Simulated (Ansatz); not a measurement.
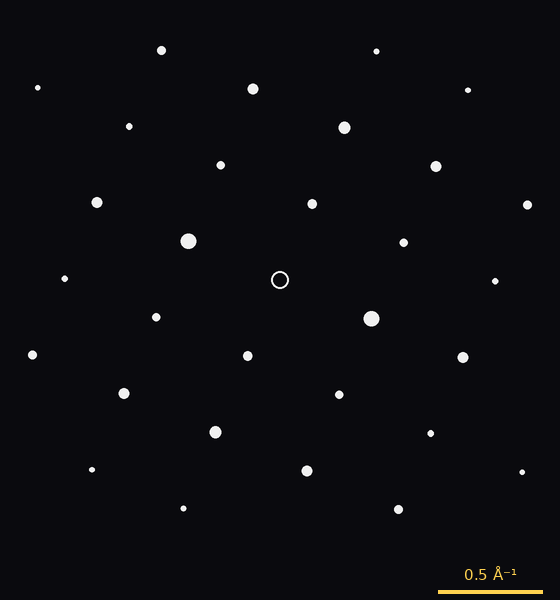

Simulated selected-area electron diffraction pattern (80 kV, kinematic approximation, thin crystal, B = 0.5 Å² for all atoms).

It belongs to Cu, space group P6/mmm (No. 191), a = 4.176 Å, c = 2.509 Å (hexagonal axes). Structure: the end point of a relaxation with Ansatz, DFT, RPBE, plane waves (420 eV) with PAW, scalar-relativistic; the starting structure was generated, so it need not be a known form of this composition.

Determine the zone axis from the geometry of the pattern.

Answer. The spots form a rectangular net whose two shortest vectors correspond to d = 2.51 Å and 2.09 Å, 90.0° apart. They index as 0 0 1 and 1 -2 0, so the zone axis is [210] (or an equivalent direction of <210>).

List the strongest reflections.

Answer. Strongest reflections with d > 0.80 Å, one of each family (|F|² from tabulated Gaussian fits of the electron scattering factors, times a small damping for the curvature of the Ewald sphere):

```json
{"hkl": "1 -2 0", "d (Å)": "2.088", "I (strongest = 100)": "100"}
{"hkl": "0 0 2", "d (Å)": "1.254", "I (strongest = 100)": "38"}
{"hkl": "1 -2 2", "d (Å)": "1.075", "I (strongest = 100)": "25"}
{"hkl": "2 -4 0", "d (Å)": "1.044", "I (strongest = 100)": "23"}
{"hkl": "0 0 1", "d (Å)": "2.509", "I (strongest = 100)": "15"}
{"hkl": "2 -4 2", "d (Å)": "0.802", "I (strongest = 100)": "10"}
```
